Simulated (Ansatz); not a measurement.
# Platinum, fcc under PBE: how the plane-wave cutoff moves the result, part 2 of 2

Aim: find which plane-wave cutoff is enough for energy and pressure. The geometry was relaxed under PBE beforehand and stays fixed; 9 values are run, from 150 to 800 eV. Wanted are the values from which on the energy stays within 10 and 1 meV/atom, and the pressure within 0.5 GPa, of the last run. Within the series other settings stay, but some runs also write fields, which adds to their time. Spin polarisation is left out.

Ansatz 0.2.0; DFT PBE, plane waves with PAW, scalar-relativistic. The steps go on from the part before.

**7. With a cutoff of 350 eV**

The run at 350 eV.

Input file input.yaml:

```yaml
crystal:
  lattice:
    - [0.0, 1.9857786488, 1.9857786488]
    - [1.9857786488, 0.0, 1.9857786488]
    - [1.9857786488, 1.9857786488, 0.0]
  atoms:
    - { symbol: Pt, position: [0.0, 0.0, 0.0] }
hamiltonian:
  xc: pbe
  pseudopotentials:
    kind: paw
    azcp:
      Pt: "pseudopotentials/Pt.paw.azcp"
basis:
  ecutwfc: 350
  fft_grid_basis: typed
kpoints:
  mp_grid: { grid: [14, 14, 14], shift: [0, 0, 0] }
magnetization:
  spin_polarized: false
scf:
  occupations: { method: fermi_dirac, width: 0.1 }
  lower_state_search: "off"
output:
  stress: true
  write_density: true
  write_potential: true
  elf: true
  volumetric_format: npy
```

Command:

```
ansatz run input.yaml --threads 1 --pin off --max-ram 3584MiB --backend cpu --events-out ev --progress --plain --runs-dir out
```

The program printed:

```text
Warning: basis.ecutwfc = 350 eV is below the records' recommended 420 eV, and the density's cutoff is lower with it unless basis.ecutrho_ratio is high enough to keep the records' density cutoff: compare with a run at a higher cutoff
Engine: ansatz 0.2.0, x86_64-unknown-linux-gnu
Pseudopotentials: kind: paw
Pseudopotential: Pt, paw, valence charge 18, recommended cutoff 420 eV (normal), <dir>
Functional definition: PBE
  parameter kappa = 0.804
  parameter beta = 0.06672455060314922
  exchange = pbe_x(kappa = kappa, mu = beta*pi^2/3)
  correlation = pbe_c(beta = beta)
Crystal: 1 atoms, lattice volume = 15.661 Å³
Basis set: ecut = 350 eV, 259 PW (Γ)
Bands: 13, of which v1, the nominal top of the filled ones, is band 9 counted from 1 (8 counted from 0)
Symmetry: 48 space group operations
Space group: Fm-3m (ITA 225), of the structure as read, at distance tolerance 2.5e-5 Å
k-points: 104 of 2744
Non-local potential: Pt, projectors of the file, l = 0: 3, l = 1: 2, l = 2: 2, l = 3: 1
PAW form: soft (Blöchl's): semilocal exchange-correlation on the pseudo side does not see the compensation charge
PAW one-centre angular grid: Pt, 590 points (default); XC on 64 Gauss nodes
Initial density: superposition of atomic densities (neutral atoms: chi_scale 0, normalization atom), corrected by the library's trained network
Initial wavefunctions: pseudopotential atomic-orbital guess
Functional: x = pbe(κ = 0.804, μ = 0.2195149727645171), c = pbe(β = 0.06672455060314922)
SCF iter   1: F=—  HF=-12523.042792 eV  |F-HF|=—  |Δ(HF+E_count)|=         —  Δρ=3.40e-3  dr2=3.05e-4  ethr=1.77e-3  ⟨swp⟩=4.9  Hψ=7025  notcnv=0
preconditioner: auto → none  [metal: Δε(μ)=0.036 eV  Ē_g=13.857 eV  σ=0.100 eV  W_gap=0.09  n_scr=8 (ndim 8)  ℏωp=29.7 eV  f_vac=0.000  D(μ)=1.70/eV (n_scr^D=14)  sad-step TF]
SCF iter   2: F=—  HF=-12523.043058 eV  |F-HF|=—  |Δ(HF+E_count)|=   2.66e-4  Δρ=1.85e-3  dr2=9.67e-5  ethr=1.70e-6  ⟨swp⟩=2.3  Hψ=2763  notcnv=0
SCF iter   3: F=—  HF=-12523.043235 eV  |F-HF|=—  |Δ(HF+E_count)|=   1.77e-4  Δρ=2.31e-4  dr2=7.60e-6  ethr=5.37e-7  ⟨swp⟩=2.0  Hψ=1885  notcnv=0
SCF iter   4: F=—  HF=-12523.043233 eV  |F-HF|=—  |Δ(HF+E_count)|=   1.96e-6  Δρ=7.62e-5  dr2=2.02e-7  ethr=4.22e-8  ⟨swp⟩=2.1  Hψ=1851  notcnv=0
iter 5 did not close the SCF: its close was put off for the readings that it lacked (scf_convergence_deferred on its scf_iter line)
SCF iter   5: F=-12523.043233 eV  HF=-12523.043233 eV  |F-HF|=1.73e-8  |Δ(HF+E_count)|=   2.81e-7  Δρ=2.14e-5  dr2=4.88e-8  ethr=1.12e-9  ⟨swp⟩=2.0  Hψ=2278  notcnv=0
SCF iter   6: F=-12523.043233 eV  HF=-12523.043233 eV  |F-HF|=2.66e-10  |Δ(HF+E_count)|=   1.57e-9  Δρ=2.21e-6  dr2=5.05e-10  ethr=2.71e-10  ⟨swp⟩=4.8  Hψ=6852  notcnv=0
SCF 1 converged in 6 iterations: F = -12523.043233 eV  dr2 = 5.05e-10
SCF converged after 6 iterations
Free energy (F): -12523.043233 eV
Harris-Foulkes:  -12523.043233 eV  (|F-HF|=2.66e-10)
Internal energy: -12522.988686 eV  (E = F + TS)
E sigma→0 (E₀):  -12523.015960 eV
Entropy (-TS):   -0.054547 eV (-54.547 meV/atom)
Fermi energy:    22.254810 eV
--- Per-component energies (eV) ---
  E_band       = -145.834382
  E_kinetic    = 637.179566
  E_local      = -1510.909802  (includes V_loc(G=0)·N_el)
  E_nonlocal   = 199.596911
  E_hartree    = 559.563478
  E_xc         = -261.629138
  E_vxc        = -302.636711  (∫ρ·V_xc dr)
  E_paw        = -9453.815649  (= ΣΔE_a)
  E_vpaw       = -288.192622  (= ΣTr[D̂ρ^β])
  E_aug_tail   = 0.000547  (compensation charges beyond the density's cutoff)
  E_ewald      = -2692.974600
  E_smearing   = -0.054547  (= −TS)
  E_closure    = 0.000000  (closes the sum)
  Σ components = -12523.043233   (vs F -12523.043233, Δ=0.00e0)
--- Stress (GPa, compression-positive) ---
       -0.085289      -0.000000      -0.000000
        0.000000      -0.085289       0.000000
       -0.000000      -0.000000      -0.085289
  P = ⅓ Tr σ = -0.0853 GPa (-0.853 kbar)
--- Band table (eV; the first three rows and the last of 104) ---
  k-point 0: bands = ["-76.1212", "-30.1366", "-30.1366", "-30.1366", "12.4371", "18.6781", "18.6781", "18.6781", "20.7089", "20.7089", "36.9634", "41.6973", "41.6973"]
  k-point 1: bands = ["-76.1198", "-30.1573", "-30.1396", "-30.1396", "12.6353", "18.5943", "18.7551", "18.7551", "20.6685", "20.6685", "37.2573", "40.6749", "41.9898"]
  k-point 2: bands = ["-76.1160", "-30.2153", "-30.1480", "-30.1480", "13.1995", "18.4025", "18.9336", "18.9336", "20.6096", "20.6096", "37.9747", "38.7478", "42.8154"]
  k-point 103: bands = ["-76.0845", "-30.4360", "-30.3839", "-30.2949", "16.8165", "17.4474", "18.5383", "20.5022", "22.7137", "29.1709", "29.4387", "31.1829", "33.9742"]
```

Wall time 2.3 s (1 thread of Intel Xeon Platinum 8259CL at 2.50GHz (Skylake/Cascade Lake), shared host); peak memory 0.46 GiB.

**8. With a cutoff of 420 eV**

The run at 420 eV.

input.yaml, as its differences from that of step 7:

```diff
@@ -14,3 +14,3 @@
 basis:
-  ecutwfc: 350
+  ecutwfc: 420
   fft_grid_basis: typed
@@ -25,5 +25 @@
   stress: true
-  write_density: true
-  write_potential: true
-  elf: true
-  volumetric_format: npy
```

Command:

```
ansatz run input.yaml --threads 1 --pin off --max-ram 3584MiB --backend cpu --events-out ev --progress --plain --runs-dir out
```

The program printed:

```text
[... 8 set-up lines as earlier in the session ...]
Crystal: 1 atoms, lattice volume = 15.661 Å³
Basis set: ecut = 420 eV, 331 PW (Γ)
Bands: 13, of which v1, the nominal top of the filled ones, is band 9 counted from 1 (8 counted from 0)
[... 2 set-up lines as earlier in the session ...]
k-points: 104 of 2744
[... 6 set-up lines as earlier in the session ...]
SCF iter   1: F=—  HF=-12523.049566 eV  |F-HF|=—  |Δ(HF+E_count)|=         —  Δρ=3.27e-3  dr2=2.58e-4  ethr=1.77e-3  ⟨swp⟩=5.0  Hψ=7356  notcnv=0
preconditioner: auto → none  [metal: Δε(μ)=0.036 eV  Ē_g=13.855 eV  σ=0.100 eV  W_gap=0.09  n_scr=8 (ndim 8)  ℏωp=29.7 eV  f_vac=0.000  D(μ)=1.70/eV (n_scr^D=14)  sad-step TF]
SCF iter   2: F=—  HF=-12523.050016 eV  |F-HF|=—  |Δ(HF+E_count)|=   4.50e-4  Δρ=1.81e-3  dr2=8.52e-5  ethr=1.43e-6  ⟨swp⟩=2.4  Hψ=2921  notcnv=0
SCF iter   3: F=—  HF=-12523.050187 eV  |F-HF|=—  |Δ(HF+E_count)|=   1.71e-4  Δρ=1.70e-4  dr2=3.60e-6  ethr=4.73e-7  ⟨swp⟩=2.0  Hψ=1879  notcnv=0
SCF iter   4: F=—  HF=-12523.050186 eV  |F-HF|=—  |Δ(HF+E_count)|=   8.25e-7  Δρ=5.96e-5  dr2=1.20e-7  ethr=2.00e-8  ⟨swp⟩=2.1  Hψ=1837  notcnv=0
iter 5 did not close the SCF: its close was put off for the readings that it lacked (scf_convergence_deferred on its scf_iter line)
SCF iter   5: F=-12523.050186 eV  HF=-12523.050186 eV  |F-HF|=1.10e-8  |Δ(HF+E_count)|=   1.26e-7  Δρ=2.24e-5  dr2=4.18e-8  ethr=6.64e-10  ⟨swp⟩=2.0  Hψ=2310  notcnv=0
SCF iter   6: F=-12523.050186 eV  HF=-12523.050186 eV  |F-HF|=2.40e-10  |Δ(HF+E_count)|=   1.26e-9  Δρ=2.33e-6  dr2=5.13e-10  ethr=2.32e-10  ⟨swp⟩=2.1  Hψ=4383  notcnv=0
SCF 1 converged in 6 iterations: F = -12523.050186 eV  dr2 = 5.13e-10
SCF converged after 6 iterations
Free energy (F): -12523.050186 eV
Harris-Foulkes:  -12523.050186 eV  (|F-HF|=2.40e-10)
Internal energy: -12522.995662 eV  (E = F + TS)
E sigma→0 (E₀):  -12523.022924 eV
Entropy (-TS):   -0.054524 eV (-54.524 meV/atom)
Fermi energy:    22.255563 eV
--- Per-component energies (eV) ---
  E_band       = -145.799830
  E_kinetic    = 636.989437
  E_local      = -1510.955808  (includes V_loc(G=0)·N_el)
  E_nonlocal   = 199.822539
  E_hartree    = 559.606326
  E_xc         = -261.585003
  E_vxc        = -302.579656  (∫ρ·V_xc dr)
  E_paw        = -9453.898757  (= ΣΔE_a)
  E_vpaw       = -288.289933  (= ΣTr[D̂ρ^β])
  E_aug_tail   = 0.000203  (compensation charges beyond the density's cutoff)
  E_ewald      = -2692.974600
  E_smearing   = -0.054524  (= −TS)
  E_closure    = 0.000000  (closes the sum)
  Σ components = -12523.050186   (vs F -12523.050186, Δ=0.00e0)
--- Stress (GPa, compression-positive) ---
       -0.015226      -0.000000      -0.000000
       -0.000000      -0.015226      -0.000000
       -0.000000      -0.000000      -0.015226
  P = ⅓ Tr σ = -0.0152 GPa (-0.152 kbar)
```

Run time: 2.1 s. Hardware: 1 thread of Intel Xeon Platinum 8259CL at 2.50GHz (Skylake/Cascade Lake), shared host; peak memory 0.46 GiB.

**9. With a cutoff of 500 eV**

The run at 500 eV.

input.yaml, as its differences from that of step 8:

```diff
@@ -14,3 +14,3 @@
 basis:
-  ecutwfc: 420
+  ecutwfc: 500
   fft_grid_basis: typed
```

Command:

```
ansatz run input.yaml --threads 1 --pin off --max-ram 3584MiB --backend cpu --events-out ev --progress --plain --runs-dir out
```

The program printed:

```text
[... 8 set-up lines as earlier in the session ...]
Crystal: 1 atoms, lattice volume = 15.661 Å³
Basis set: ecut = 500 eV, 411 PW (Γ)
Bands: 13, of which v1, the nominal top of the filled ones, is band 9 counted from 1 (8 counted from 0)
[... 2 set-up lines as earlier in the session ...]
k-points: 104 of 2744
[... 6 set-up lines as earlier in the session ...]
SCF iter   1: F=—  HF=-12523.051193 eV  |F-HF|=—  |Δ(HF+E_count)|=         —  Δρ=3.30e-3  dr2=2.60e-4  ethr=1.77e-3  ⟨swp⟩=5.0  Hψ=7457  notcnv=0
preconditioner: auto → none  [metal: Δε(μ)=0.036 eV  Ē_g=13.855 eV  σ=0.100 eV  W_gap=0.09  n_scr=8 (ndim 8)  ℏωp=29.7 eV  f_vac=0.000  D(μ)=1.70/eV (n_scr^D=14)  sad-step TF]
SCF iter   2: F=—  HF=-12523.051635 eV  |F-HF|=—  |Δ(HF+E_count)|=   4.42e-4  Δρ=1.80e-3  dr2=8.61e-5  ethr=1.44e-6  ⟨swp⟩=2.3  Hψ=2988  notcnv=0
SCF iter   3: F=—  HF=-12523.051789 eV  |F-HF|=—  |Δ(HF+E_count)|=   1.53e-4  Δρ=2.57e-4  dr2=1.01e-5  ethr=4.78e-7  ⟨swp⟩=2.0  Hψ=1896  notcnv=0
SCF iter   4: F=—  HF=-12523.051786 eV  |F-HF|=—  |Δ(HF+E_count)|=   2.90e-6  Δρ=7.30e-5  dr2=2.56e-7  ethr=5.60e-8  ⟨swp⟩=2.3  Hψ=1892  notcnv=0
iter 5 did not close the SCF: its close was put off for the readings that it lacked (scf_convergence_deferred on its scf_iter line)
SCF iter   5: F=-12523.051786 eV  HF=-12523.051786 eV  |F-HF|=4.69e-9  |Δ(HF+E_count)|=   2.86e-7  Δρ=2.03e-5  dr2=3.00e-8  ethr=1.42e-9  ⟨swp⟩=2.2  Hψ=1859  notcnv=0
SCF iter   6: F=-12523.051786 eV  HF=-12523.051786 eV  |F-HF|=5.55e-10  |Δ(HF+E_count)|=   4.70e-9  Δρ=2.75e-6  dr2=9.49e-10  ethr=1.67e-10  ⟨swp⟩=2.0  Hψ=4531  notcnv=0
SCF 1 converged in 6 iterations: F = -12523.051786 eV  dr2 = 9.49e-10
SCF converged after 6 iterations
Free energy (F): -12523.051786 eV
Harris-Foulkes:  -12523.051786 eV  (|F-HF|=5.55e-10)
Internal energy: -12522.997265 eV  (E = F + TS)
E sigma→0 (E₀):  -12523.024526 eV
Entropy (-TS):   -0.054521 eV (-54.521 meV/atom)
Fermi energy:    22.255341 eV
--- Per-component energies (eV) ---
  E_band       = -145.819868
  E_kinetic    = 637.040869
  E_local      = -1510.943357  (includes V_loc(G=0)·N_el)
  E_nonlocal   = 199.766301
  E_hartree    = 559.588322
  E_xc         = -261.597545
  E_vxc        = -302.595729  (∫ρ·V_xc dr)
  E_paw        = -9453.877419  (= ΣΔE_a)
  E_vpaw       = -288.265991  (= ΣTr[D̂ρ^β])
  E_aug_tail   = 0.000164  (compensation charges beyond the density's cutoff)
  E_ewald      = -2692.974600
  E_smearing   = -0.054521  (= −TS)
  E_closure    = 0.000000  (closes the sum)
  Σ components = -12523.051786   (vs F -12523.051786, Δ=0.00e0)
--- Stress (GPa, compression-positive) ---
       -0.032378      -0.000000      -0.000000
        0.000000      -0.032378      -0.000000
       -0.000000      -0.000000      -0.032378
  P = ⅓ Tr σ = -0.0324 GPa (-0.324 kbar)
```

It took 2.2 s on 1 thread of Intel Xeon Platinum 8259CL at 2.50GHz (Skylake/Cascade Lake), shared host; peak memory 0.47 GiB.

**10. With a cutoff of 600 eV**

The run at 600 eV.

input.yaml, as its differences from that of step 9:

```diff
@@ -14,3 +14,3 @@
 basis:
-  ecutwfc: 500
+  ecutwfc: 600
   fft_grid_basis: typed
@@ -25 +25,5 @@
   stress: true
+  write_density: true
+  write_potential: true
+  elf: true
+  volumetric_format: npy
```

Command:

```
ansatz run input.yaml --threads 1 --pin off --max-ram 3584MiB --backend cpu --events-out ev --progress --plain --runs-dir out
```

The program printed:

```text
[... 8 set-up lines as earlier in the session ...]
Crystal: 1 atoms, lattice volume = 15.661 Å³
Basis set: ecut = 600 eV, 531 PW (Γ)
Bands: 13, of which v1, the nominal top of the filled ones, is band 9 counted from 1 (8 counted from 0)
[... 2 set-up lines as earlier in the session ...]
k-points: 104 of 2744
[... 6 set-up lines as earlier in the session ...]
SCF iter   1: F=—  HF=-12523.051524 eV  |F-HF|=—  |Δ(HF+E_count)|=         —  Δρ=3.34e-3  dr2=2.61e-4  ethr=1.77e-3  ⟨swp⟩=5.0  Hψ=7486  notcnv=0
preconditioner: auto → none  [metal: Δε(μ)=0.036 eV  Ē_g=13.855 eV  σ=0.100 eV  W_gap=0.09  n_scr=8 (ndim 8)  ℏωp=29.7 eV  f_vac=0.000  D(μ)=1.70/eV (n_scr^D=14)  sad-step TF]
SCF iter   2: F=—  HF=-12523.051886 eV  |F-HF|=—  |Δ(HF+E_count)|=   3.62e-4  Δρ=1.83e-3  dr2=8.59e-5  ethr=1.45e-6  ⟨swp⟩=2.4  Hψ=3039  notcnv=0
SCF iter   3: F=—  HF=-12523.052035 eV  |F-HF|=—  |Δ(HF+E_count)|=   1.49e-4  Δρ=2.17e-4  dr2=6.58e-6  ethr=4.77e-7  ⟨swp⟩=2.0  Hψ=1893  notcnv=0
SCF iter   4: F=—  HF=-12523.052034 eV  |F-HF|=—  |Δ(HF+E_count)|=   1.65e-6  Δρ=6.83e-5  dr2=1.59e-7  ethr=3.66e-8  ⟨swp⟩=2.1  Hψ=1874  notcnv=0
iter 5 did not close the SCF: its close was put off for the readings that it lacked (scf_convergence_deferred on its scf_iter line)
SCF iter   5: F=-12523.052034 eV  HF=-12523.052034 eV  |F-HF|=1.27e-8  |Δ(HF+E_count)|=   2.34e-7  Δρ=2.60e-5  dr2=5.33e-8  ethr=8.81e-10  ⟨swp⟩=2.0  Hψ=2301  notcnv=0
SCF iter   6: F=-12523.052034 eV  HF=-12523.052034 eV  |F-HF|=5.24e-10  |Δ(HF+E_count)|=   2.23e-9  Δρ=2.96e-6  dr2=9.92e-10  ethr=2.96e-10  ⟨swp⟩=5.1  Hψ=7378  notcnv=0
SCF 1 converged in 6 iterations: F = -12523.052034 eV  dr2 = 9.92e-10
SCF converged after 6 iterations
Free energy (F): -12523.052034 eV
Harris-Foulkes:  -12523.052034 eV  (|F-HF|=5.24e-10)
Internal energy: -12522.997516 eV  (E = F + TS)
E sigma→0 (E₀):  -12523.024775 eV
Entropy (-TS):   -0.054518 eV (-54.518 meV/atom)
Fermi energy:    22.255330 eV
--- Per-component energies (eV) ---
  E_band       = -145.822773
  E_kinetic    = 637.041550
  E_local      = -1510.941228  (includes V_loc(G=0)·N_el)
  E_nonlocal   = 199.765307
  E_hartree    = 559.585390
  E_xc         = -261.597594
  E_vxc        = -302.595903  (∫ρ·V_xc dr)
  E_paw        = -9453.876435  (= ΣΔE_a)
  E_vpaw       = -288.264577  (= ΣTr[D̂ρ^β])
  E_aug_tail   = 0.000094  (compensation charges beyond the density's cutoff)
  E_ewald      = -2692.974600
  E_smearing   = -0.054518  (= −TS)
  E_closure    = 0.000000  (closes the sum)
  Σ components = -12523.052034   (vs F -12523.052034, Δ=0.00e0)
--- Stress (GPa, compression-positive) ---
       -0.032212      -0.000000      -0.000000
        0.000000      -0.032212      -0.000000
       -0.000000      -0.000000      -0.032212
  P = ⅓ Tr σ = -0.0322 GPa (-0.322 kbar)
--- Band table (eV; the first three rows and the last of 104) ---
  k-point 0: bands = ["-76.1200", "-30.1343", "-30.1343", "-30.1343", "12.4360", "18.6787", "18.6787", "18.6787", "20.7091", "20.7091", "36.9626", "41.6951", "41.6951"]
  k-point 1: bands = ["-76.1187", "-30.1551", "-30.1374", "-30.1374", "12.6342", "18.5945", "18.7555", "18.7555", "20.6682", "20.6682", "37.2564", "40.6721", "41.9864"]
  k-point 2: bands = ["-76.1148", "-30.2131", "-30.1458", "-30.1458", "13.1982", "18.4023", "18.9338", "18.9338", "20.6090", "20.6090", "37.9737", "38.7445", "42.8111"]
  k-point 103: bands = ["-76.0833", "-30.4339", "-30.3818", "-30.2928", "16.8153", "17.4467", "18.5373", "20.5019", "22.7144", "29.1686", "29.4330", "31.1769", "33.9714"]
```

Wall time 3.3 s (1 thread of Intel Xeon Platinum 8259CL at 2.50GHz (Skylake/Cascade Lake), shared host); peak memory 0.5 GiB.

**11. With a cutoff of 800 eV**

The run at 800 eV.

input.yaml, as its differences from that of step 10:

```diff
@@ -14,3 +14,3 @@
 basis:
-  ecutwfc: 600
+  ecutwfc: 800
   fft_grid_basis: typed
@@ -25,5 +25 @@
   stress: true
-  write_density: true
-  write_potential: true
-  elf: true
-  volumetric_format: npy
```

Command:

```
ansatz run input.yaml --threads 1 --pin off --max-ram 3584MiB --backend cpu --events-out ev --progress --plain --runs-dir out
```

The program printed:

```text
[... 8 set-up lines as earlier in the session ...]
Crystal: 1 atoms, lattice volume = 15.661 Å³
Basis set: ecut = 800 eV, 821 PW (Γ)
Bands: 13, of which v1, the nominal top of the filled ones, is band 9 counted from 1 (8 counted from 0)
[... 2 set-up lines as earlier in the session ...]
k-points: 104 of 2744
[... 6 set-up lines as earlier in the session ...]
SCF iter   1: F=—  HF=-12523.051520 eV  |F-HF|=—  |Δ(HF+E_count)|=         —  Δρ=3.35e-3  dr2=2.57e-4  ethr=1.77e-3  ⟨swp⟩=5.0  Hψ=7351  notcnv=0
preconditioner: auto → none  [metal: Δε(μ)=0.036 eV  Ē_g=13.855 eV  σ=0.100 eV  W_gap=0.09  n_scr=8 (ndim 8)  ℏωp=29.7 eV  f_vac=0.000  D(μ)=1.70/eV (n_scr^D=14)  sad-step TF]
SCF iter   2: F=—  HF=-12523.052009 eV  |F-HF|=—  |Δ(HF+E_count)|=   4.88e-4  Δρ=1.83e-3  dr2=8.64e-5  ethr=1.43e-6  ⟨swp⟩=2.4  Hψ=3088  notcnv=0
SCF iter   3: F=—  HF=-12523.052143 eV  |F-HF|=—  |Δ(HF+E_count)|=   1.34e-4  Δρ=2.89e-4  dr2=1.28e-5  ethr=4.80e-7  ⟨swp⟩=2.0  Hψ=1916  notcnv=0
SCF iter   4: F=—  HF=-12523.052139 eV  |F-HF|=—  |Δ(HF+E_count)|=   3.73e-6  Δρ=8.23e-5  dr2=4.07e-7  ethr=7.08e-8  ⟨swp⟩=2.5  Hψ=1944  notcnv=0
iter 5 did not close the SCF: its close was put off for the readings that it lacked (scf_convergence_deferred on its scf_iter line)
SCF iter   5: F=-12523.052140 eV  HF=-12523.052140 eV  |F-HF|=6.48e-9  |Δ(HF+E_count)|=   2.95e-7  Δρ=2.07e-5  dr2=2.80e-8  ethr=2.26e-9  ⟨swp⟩=2.2  Hψ=1825  notcnv=0
SCF iter   6: F=-12523.052140 eV  HF=-12523.052140 eV  |F-HF|=7.09e-10  |Δ(HF+E_count)|=   2.60e-9  Δρ=3.17e-6  dr2=1.22e-9  ethr=1.55e-10  ⟨swp⟩=2.0  Hψ=4540  notcnv=0
SCF 1 converged in 6 iterations: F = -12523.052140 eV  dr2 = 1.22e-9
SCF converged after 6 iterations
Free energy (F): -12523.052140 eV
Harris-Foulkes:  -12523.052140 eV  (|F-HF|=7.09e-10)
Internal energy: -12522.997624 eV  (E = F + TS)
E sigma→0 (E₀):  -12523.024882 eV
Entropy (-TS):   -0.054516 eV (-54.516 meV/atom)
Fermi energy:    22.255329 eV
--- Per-component energies (eV) ---
  E_band       = -145.822801
  E_kinetic    = 637.044324
  E_local      = -1510.940510  (includes V_loc(G=0)·N_el)
  E_nonlocal   = 199.761509
  E_hartree    = 559.585072
  E_xc         = -261.598288
  E_vxc        = -302.596786  (∫ρ·V_xc dr)
  E_paw        = -9453.875159  (= ΣΔE_a)
  E_vpaw       = -288.262923  (= ΣTr[D̂ρ^β])
  E_aug_tail   = 0.000029  (compensation charges beyond the density's cutoff)
  E_ewald      = -2692.974600
  E_smearing   = -0.054516  (= −TS)
  E_closure    = -0.000000  (closes the sum)
  Σ components = -12523.052140   (vs F -12523.052140, Δ=0.00e0)
--- Stress (GPa, compression-positive) ---
       -0.032977      -0.000000      -0.000000
       -0.000000      -0.032977      -0.000000
        0.000000       0.000000      -0.032977
  P = ⅓ Tr σ = -0.0330 GPa (-0.330 kbar)
```

Run time: 2.6 s. Hardware: 1 thread of Intel Xeon Platinum 8259CL at 2.50GHz (Skylake/Cascade Lake), shared host; peak memory 0.51 GiB.

**12. The series**

Differences are taken from the run at 800 eV.

| cutoff (eV) | plane waves at Γ | E(σ → 0) (meV/atom) | P (GPa) | SCF cycles | CPU time |
| --- | --- | --- | --- | --- | --- |
| 150 | 59 | 51472.63 | -96.01 | 7 | 1.1 s |
| 200 | 113 | 10793.55 | 3.92 | 7 | 1.1 s |
| 250 | 137 | 1462.06 | 4.03 | 6 | 1.6 s |
| 300 | 169 | 135.49 | -0.45 | 6 | 1.6 s |
| 350 | 259 | 8.92 | -0.09 | 6 | 2.3 s |
| 420 | 331 | 1.96 | -0.02 | 6 | 2.1 s |
| 500 | 411 | 0.36 | -0.03 | 6 | 2.2 s |
| 600 | 531 | 0.11 | -0.03 | 6 | 3.3 s |
| 800 | 821 | 0.00 | -0.03 | 6 | 2.6 s |

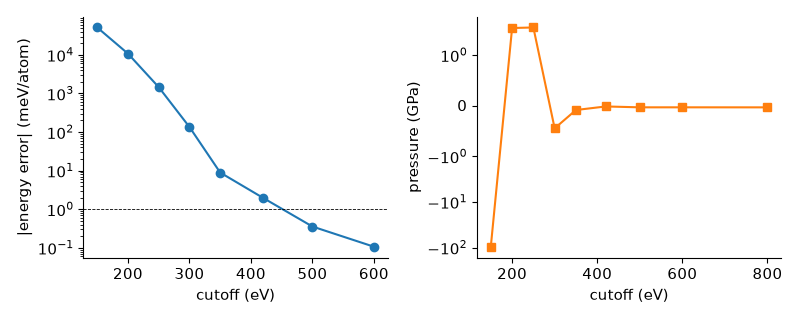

Energy and pressure against the plane-wave cutoff; the dashed line marks 1 meV/atom.

**13. What came out**

This closing draws on all 2 parts.

```
                                                                      quantity                                value
                                   E(σ → 0) stays within 10 meV/atom of 800 eV                       from 350 eV on
                                              E(σ → 0) stays within 1 meV/atom                       from 500 eV on
                                                 pressure stays within 0.5 GPa                       from 300 eV on
                                                            pressure at 800 eV                            -0.03 GPa
                                               CPU time, dearest over cheapest                                  3.1
run at the usual settings (mesh 22×22×22 against the series' 14×14×14, 420 eV)  +7.0 meV/atom from 800 eV, 0.08 GPa
```

In words: The far end, 150 eV, lies +51473 meV/atom and -96.0 GPa from the yardstick. Each step up in cutoff lowers the energy. Total energies within 1 meV/atom need 500 eV; differences between like structures often settle sooner. The cell taken over is 4 % larger than the measured one (15.10 Å³/atom, COD).
